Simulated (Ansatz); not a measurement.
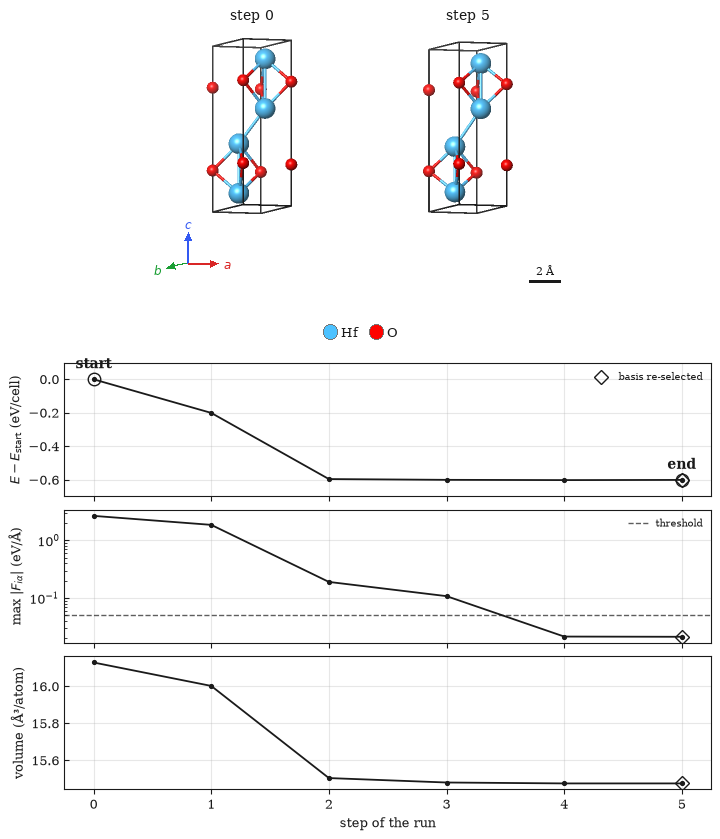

First and last geometry of a relaxation of a crystal of Hf$_{2}$O (a generated structure, set up in P6_3/mmc) (coarse preliminary run), with the history of the run. The picture is a ball-and-stick view of the cell of the calculation, seen from a free direction.

Case: S → O on all its sites, cell and atoms relaxed.

Level of theory: DFT r2SCAN, scalar-relativistic, plane waves, PAW in Ansatz 0.2.0. (plane-wave cutoff 500 eV; k-point mesh 6 × 6 × 2; occupations gaussian; smearing width 0.1 eV; no spin polarisation; cell and atoms relaxed; force threshold 0.05 eV/Å; at most 60 steps)

Did the run converge, and what did it change?

It converged. Over 4 accepted moves (5 points after the start) the energy falls by 0.600 eV per cell of the calculation. The largest force component goes from 2.7 to 0.021 eV/Å. Pressure: −4.09 GPa at the start and 0.00 GPa at the end. The SCF was repeated once at an unchanged geometry on a basis and grid sized afresh for the cell, which shifted the energy by 1.0 meV per cell of the calculation at most. The largest moves relative to the cell, 0.11 Å, are those of Hf atoms. O stays in place. The drawn cell changes as follows: a = b 3.181 → 3.148 Å (−1.0 %), c 11.045 → 10.822 Å (−2.0 %); the volume changes by −4.1 %. Some distances before and after: Hf–Hf 3.307 → 3.025 Å, Hf–Hf 2.877 → 2.999 Å, Hf–O 2.471 → 2.364 Å, Hf–Hf 3.181 → 3.148 Å. Bond angles that change, for instance: Hf–O–Hf 84.0° → 79.5°, Hf–O–Hf 80.1° → 83.5°. The space group stays P6_3/mmc (No. 194). Cost: 62 s on 1 thread of Oxide Virtual Turin-like Processor (Zen 5) (shared host), peak memory 0.66 GiB.
